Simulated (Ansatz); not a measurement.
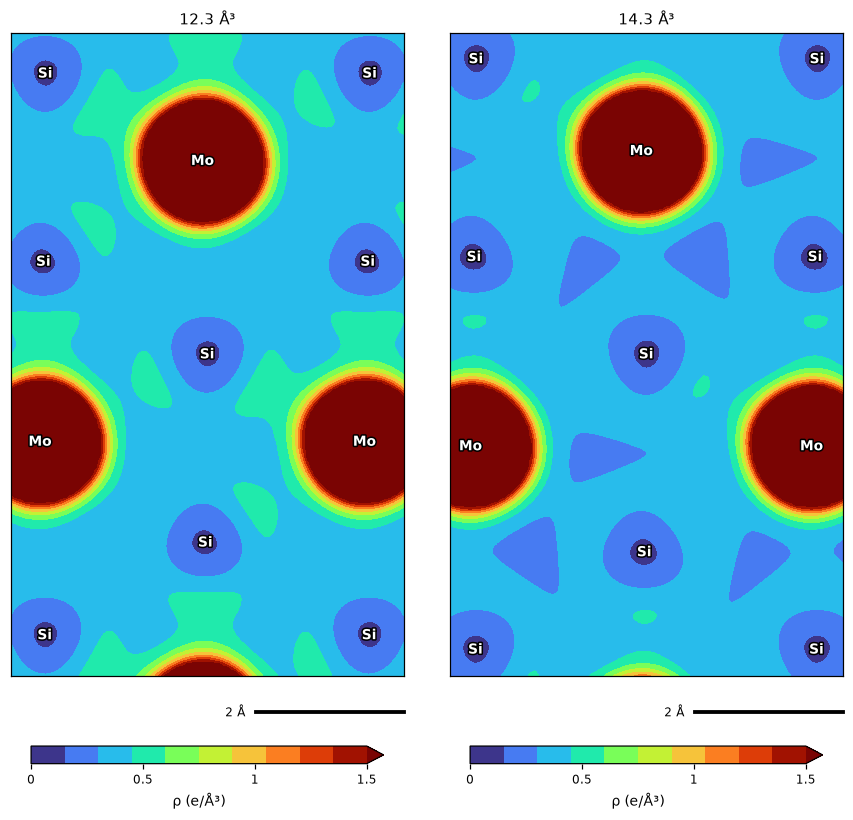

Si₂Mo. The valence pseudo-density of cells scaled evenly to different volumes (given per atom above each panel), on the (001) plane of each (indices in the axes of the cell below), at one length scale and on one colour scale.

A point of a scan over the structure, not its minimum; computed without spin polarisation; PAW files of the earlier set (soft_1).

Level of theory: DFT PBEsol, scalar-relativistic, plane waves, PAW in Ansatz 0.2.0.

Core electrons are frozen (PAW), and the valence fields are smoothed inside the atomic spheres.

The largest cell:

```
Si Mo
1.0
    -1.63500    1.63500    4.00868
     1.63500   -1.63500    4.00868
     1.63500    1.63500   -4.00868
Si Mo
2 1
Cartesian
  1.5403 1.6350 -1.3224
  1.5403 1.6350 1.3224
  0.0555 0.0000 0.0000
```

| volume (Å³/atom) | Si–Mo contact in the plane (Å) | ρ at its midpoint (e/Å³) | pressure (GPa) | 
| --- | --- | --- | --- |
| 12.30 | 2.449 | 0.527 | 21.8 | 
| 13.60 | 2.532 | ? | ? | 
| 14.29 | 2.574 | 0.434 | −12.7 | 

**Estimate the missing row, and compare with the calculation.**

Over the known rows ln ρ falls by 1.55 per Å of Si–Mo distance (the line through the two), which gives 0.463 e/Å³ at 2.532 Å; the calculation gives 0.463 e/Å³. For the pressure, a straight line in volume between the neighbouring rows gives −0.7 GPa; the calculation gives −3.7, lower because pressure rises ever faster on compression.
